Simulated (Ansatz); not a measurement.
What is the Fermi surface of SiNi$_{3}$ in space group Pm-3m?

```cif
data_structure
_symmetry_space_group_name_H-M 'P 1'
_symmetry_Int_Tables_number 1
_cell_length_a 3.5420
_cell_length_b 3.5420
_cell_length_c 3.5420
_cell_angle_alpha 90.000
_cell_angle_beta 90.000
_cell_angle_gamma 90.000
_cell_volume 44.44
loop_
_atom_site_label
_atom_site_type_symbol
_atom_site_fract_x
_atom_site_fract_y
_atom_site_fract_z
_atom_site_occupancy
Si1 Si 0.00000 0.00000 0.00000 1
Ni1 Ni 0.00000 0.50000 0.50000 1
Ni2 Ni 0.50000 0.00000 0.50000 1
Ni3 Ni 0.50000 0.50000 0.00000 1
```

Method: DFT PBE, scalar-relativistic, plane waves, PAW; levels and slopes on a dense k mesh at the converged density in Ansatz 0.2.0. Started with collinear moments, which vanished: the result is non-magnetic and both spins have the same bands. The levels come from a k mesh of 34×34×34 points. Unrelaxed database geometry (residual pressure −6 GPa).

Three bands cross the Fermi level; this is a three-dimensional metal. The density of states at the Fermi level is 2.6 states/eV per primitive cell. The intraband plasma frequency is 1.8 eV in all directions.

Band 29: an open hole network that joins neighbouring zones in all directions (4.4 % of the zone); mean Fermi speed 0.96 × 10⁵ m/s.
Band 30: one electron pocket centred at R (2.4 % of the zone); mean Fermi speed 2.3 × 10⁵ m/s; weight Ni (95 %).
Band 31: one electron pocket centred at R (2.0 % of the zone); mean Fermi speed 2.5 × 10⁵ m/s.
A pocket cut by a face of the zone is counted once with the part on the opposite face.
Weights are shares of the states' density in the atoms' Voronoi cells.

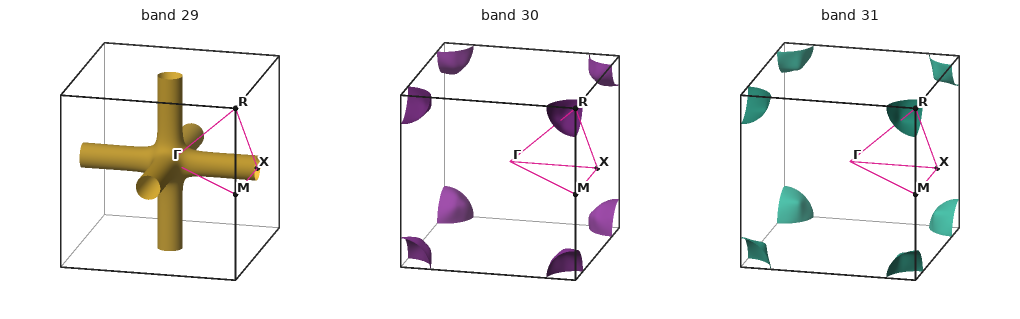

Each panel holds one band. The brighter face of a sheet looks towards empty states.

Necks and pockets thinner than about two mesh steps aren't resolved, so separate pockets may in truth be joined.
